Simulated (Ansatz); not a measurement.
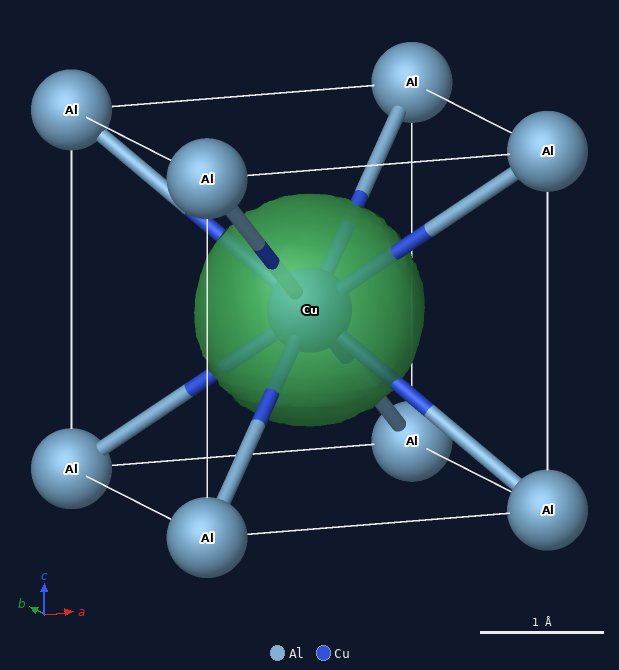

The picture shows: AlCu. Isosurface of the valence pseudo-density at 0.5 e/Å³ (green), seen slightly off an axis. Sticks mark near contacts.

Space group Pm-3m; a structure from a database of computed crystals, not necessarily the ambient phase; computed pressure about −5 GPa in this cell; computed without spin polarisation.

All numbers below come from DFT r2SCAN, scalar-relativistic, plane waves, PAW in Ansatz 0.2.0.

> Which contacts does the surface bridge?

At this value the density breaks into separate islands; it holds about 75 % of the electrons treated as valence (semicore included). It bridges none of the near contacts. It is pinched off along the sampled Al–Cu (2.60 Å) contacts. On the grid the lowest density along these lines, outside the cores, is 0.22 e/Å³ (Al–Cu, 2.60 Å).

> Does the calculation make it a metal, or give it a gap?

It is gapless in this calculation (a metal or semimetal).
